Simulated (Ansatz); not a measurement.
System: GaSb$_{3}$.

The calculation's input:

```
crystal:
  lattice:
    - [0.0, 3.6478901005, 3.6478901005]
    - [3.6478901005, 0.0, 3.6478901005]
    - [3.6478901005, 3.6478901005, 0.0]
  atoms:
    - { symbol: Ga, position: [-0.0068532766, -0.0068532766, 0.0068532766] }
    - { symbol: Sb, position: [0.25, 0.25, 0.25] }
    - { symbol: Sb, position: [0.75, 0.75, 0.75] }
    - { symbol: Sb, position: [0.5, 0.5, 0.5] }
basis:
  ecutwfc: 420
kpoints:
  mp_grid: { grid: [12, 12, 12] }
hamiltonian:
  xc: pbe
  dispersion: d3bj
scf:
  occupations: { method: gaussian, width: 0.15 }
output:
  forces: true
  stress: true
  eigenvalues: true
  write_density: true
  write_potential: true
  elf: true
  volumetric_format: npy
```

Run with:

```sh
ansatz run input.yaml --threads 1 --pin off --max-ram 2560MiB --backend cpu --events-out ev --progress --plain --runs-dir out
```

Below, planes, directions and counts refer to the conventional cell (a = 5.16 Å, b = 5.16 Å, c = 7.30 Å, α = 90.00°, β = 90.00°, γ = 90.00°).

Space group I4mm; a structure from a database of computed crystals, not necessarily the ambient phase; changed on purpose from its base cell (atom 1 (Ga) moved +0.050 A towards its neighbour atom 4 (Sb) at 3.648 A).

Theory: DFT PBE+D3(BJ), scalar-relativistic, plane waves, PAW in Ansatz 0.2.0.

### What will maps of the valence pseudo-density and electron localisation function show?

Ga–Sb (3.13 Å): the density is about 0.18 e/Å³ at the midpoint; the ELF is about 0.40 at the midpoint.
Sb–Sb (3.16 Å): ρ at the midpoint is about 0.22 e/Å³; the ELF is about 0.45 at the midpoint.
Ga–Sb (3.19 Å): ρ is about 0.17 e/Å³ halfway; the ELF is about 0.40 at the midpoint.

### Does the calculation give a band gap?

It is gapless in this calculation (a metal or semimetal).

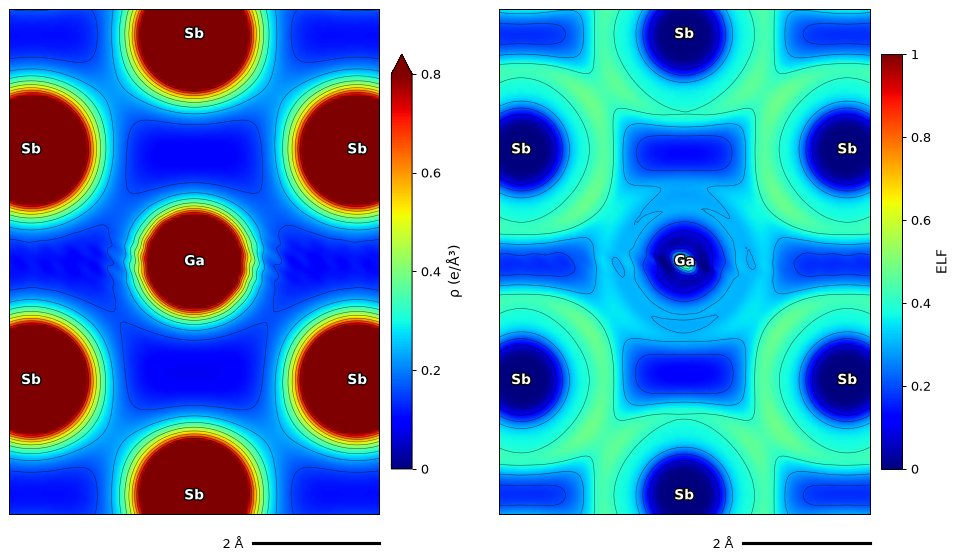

Computed valence pseudo-density and electron localisation function on the (010) plane of the conventional cell, in this order. 

Core electrons are frozen (PAW), and the valence fields are smoothed inside the atomic spheres.
